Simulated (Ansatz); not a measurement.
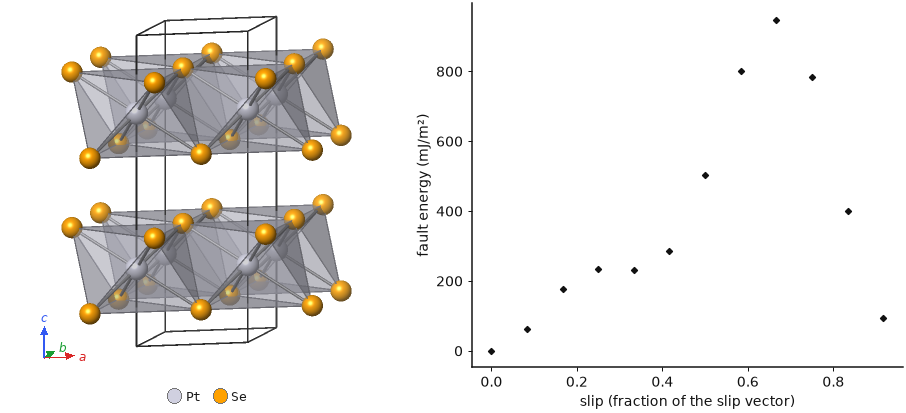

Figure. Fault energy against slip for PtSe₂, space group P-3m1 (No. 164). The cell is drawn beside the plot.

The highest fault energy among the points, the barrier to rigid slip along this vector, is 948 mJ/m² at slip 0.667; a local minimum of 232 mJ/m² at slip 0.333 marks a metastable stacking fault. The spacing at cut is 2.53 Å.

Computed with Ansatz 0.2.0: rigid slide of a crystal across a plane by tilting cell vector c, one fault a cell, unrelaxed, by plane-wave density functional theory with PAW datasets, free energies less that of the undisturbed cell; scalar-relativistic. Level: PBE with D3(BJ), no spin polarisation.

```tsv
setting	value
wave cutoff	420 eV
k mesh	14×14×5
occupations	Gaussian
smearing width	0.15 eV
k shift	(0, 0, 0) (mesh steps)
start	as given
height of the cut	0 (fraction of cell vector c)
slip vector	(1, 1) (multiples of cell vectors a and b)
```

Structure:
```yaml
crystal:
  lattice:
    - [-3.72400, 0.00000, 0.00000]
    - [-1.86200, -3.22508, 0.00000]
    - [0.00000, 0.00000, 10.12400]
  atoms:
    - { symbol: Pt, position: [0.00000, 0.00000, 0.75000] }
    - { symbol: Pt, position: [0.00000, 0.00000, 0.25000] }
    - { symbol: Se, position: [0.33333, 0.33333, 0.87500] }
    - { symbol: Se, position: [0.33333, 0.33333, 0.37500] }
    - { symbol: Se, position: [0.66667, 0.66667, 0.12500] }
    - { symbol: Se, position: [0.66667, 0.66667, 0.62500] }
```

Keep in mind: reference crystal is not relaxed.
